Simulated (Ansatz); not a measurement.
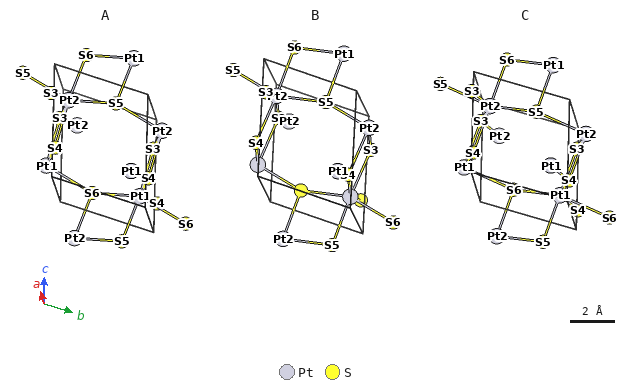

3 geometries from one relaxation of a crystal of PtS$_{2}$ (built on the TiO2-15 type type), in shuffled order. A ball-and-stick model of the cell of the calculation, seen from a free direction.

These are results of Ansatz, DFT, PBEsol, plane waves, PAW, not measurements. Set-up: plane-wave cutoff 420 eV; k-point mesh 6 × 6 × 4; occupations fermi dirac; smearing width 0.03 eV; no spin polarisation; cell and atoms relaxed; force threshold 0.01 eV/Å; at most 120 steps.

Order the frames from highest to lowest energy.

B, A, C. They are steps 0, 8, 18, at +0.768 eV per cell of the calculation, +0.153 eV per cell of the calculation relative to the last. The largest moves relative to the cell, 0.46 Å, are those of S3, S4, S5 and S6. S3 goes roughly along [0 −2 1]. By element the largest moves are S 0.46 Å, Pt 0.18 Å. Cell: a = b 4.601 → 4.705 Å (+2.3 %), c 6.579 → 5.717 Å (−13.1 %), α 109.9° → 109.1°, β 109.9° → 109.1°, γ 90.0° → 87.6°. Volume −7.7 %. Near-neighbour distances that change, for instance: S3–S5 3.394 → 2.701 Å, Pt1–S4 2.375 → 2.501 Å, Pt1–S3 2.407 → 2.343 Å, Pt1–S4 (another image) 2.324 → 2.370 Å. Bond angles that change, for instance: S3–Pt2–S5 93.5° → 121.9°, S3–Pt2–S5 91.2° → 65.4°, S3–Pt2–S6 104.0° → 95.7°. The space group stays C2/c (No. 15). After 16 accepted moves (18 points after the start) the energy has fallen by 0.768 eV per cell of the calculation. The largest force component goes from 0.91 to 0.002 eV/Å. The pressure goes from 1.54 to 0.00 GPa. The line search rejected the trial step at point 13 of the run. At 1 point the geometry stayed and the basis and grid were re-selected for the new cell (energy shift of 1.0 meV per cell of the calculation at most each time). Cost: 95 s on 2 threads of Arm Neoverse V1, with other jobs on the host, peak memory 0.48 GiB.
